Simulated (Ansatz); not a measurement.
HfO₂

```
CELL_PARAMETERS angstrom
0.01349 2.52355 -2.46561
-0.02091 -2.54470 -2.48676
-2.57347 -0.00662 2.47248
ATOMIC_POSITIONS crystal
Hf 0.00421 0.99791 0.00283
O 0.74866 0.25317 0.50144
O 0.24714 0.74891 0.49573
```

Space group P1.

The calculation used Ansatz, DFT r2SCAN, scalar-relativistic, plane waves, PAW.

What can the converged valence pseudo-density and electron localisation function tell about the bonding?

Hf–O (2.16 Å): ρ at the midpoint is about 0.62 e/Å³; the ELF peaks at about 0.85 in the valence shell of O, 0.6 Å from its nucleus, and drops to about 0.15 between the two atoms: no localised pair shows between them.
Hf–O (2.20 Å): ρ is about 0.55 e/Å³ halfway; the ELF peaks at about 0.85 in the valence shell of O, 0.6 Å from its nucleus, and drops to about 0.15 between the two atoms; no shared electron pair shows on this line.

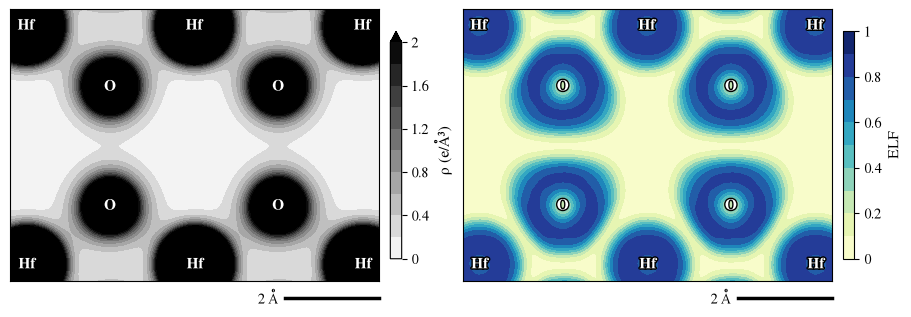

Computed valence pseudo-density and electron localisation function on the (110) plane of the conventional cell, in this order. 

In a PAW calculation such maps are meaningful between the atoms, not at the nuclei.
